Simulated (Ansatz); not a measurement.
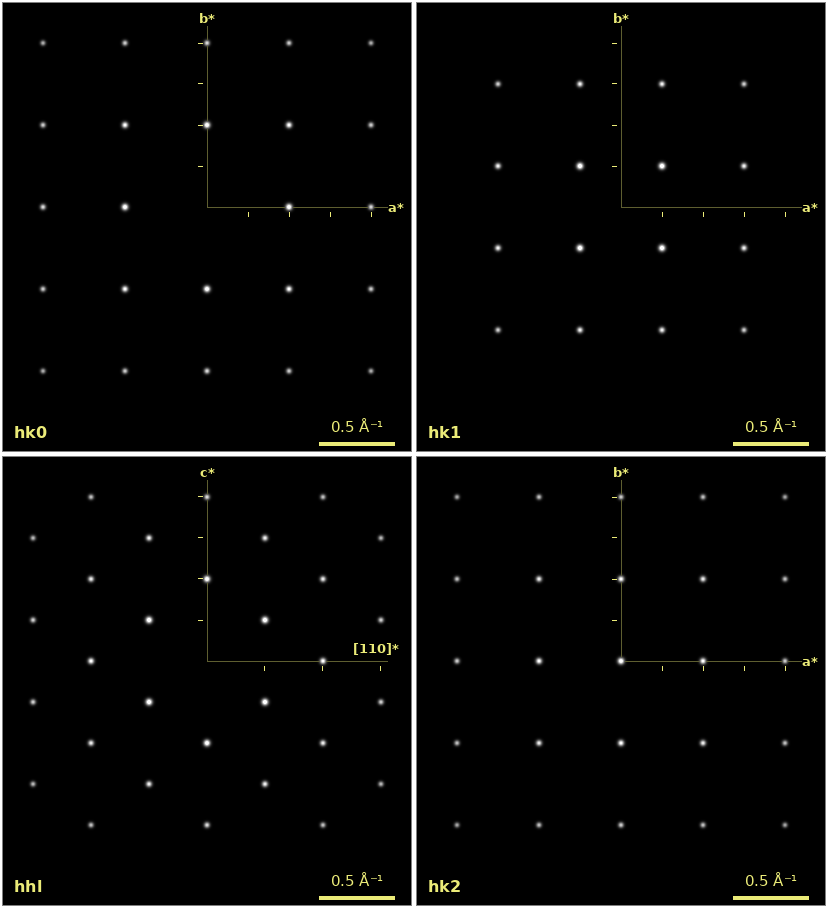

Four undistorted layers of reciprocal space, calculated for a single crystal (X-rays, kinematic |F|², B = 0.5 Å²). Tick marks count the reciprocal lattice steps of the conventional cell along each axis.

The compound is Fe. Structure: the input geometry of an electronic-structure calculation (not necessarily at equilibrium); the starting structure was generated, so it need not be a known form of this composition.

What cell do the layers give?

Answer. a* = 0.274, b* = 0.274, c* = 0.274 Å⁻¹; the cell is cubic with a = 3.65 Å.

Which reflection conditions do the layers show?

Answer. Reflections are present only under these conditions. hkl: h + k = 2n, h + l = 2n; hk0: h = 2n, k = 2n; hhl: h + l = 2n; h00: h = 2n. The lattice is face-centred (F).

Which space groups fit?

Answer. The intensities have Laue symmetry m-3m (the hk0 layer shows 4mm, hk1 shows 4mm). With these conditions the candidates are F432 (No. 209), F-43m (No. 216), Fm-3m (No. 225). Diffraction geometry alone does not choose among them; the structure has Fm-3m.
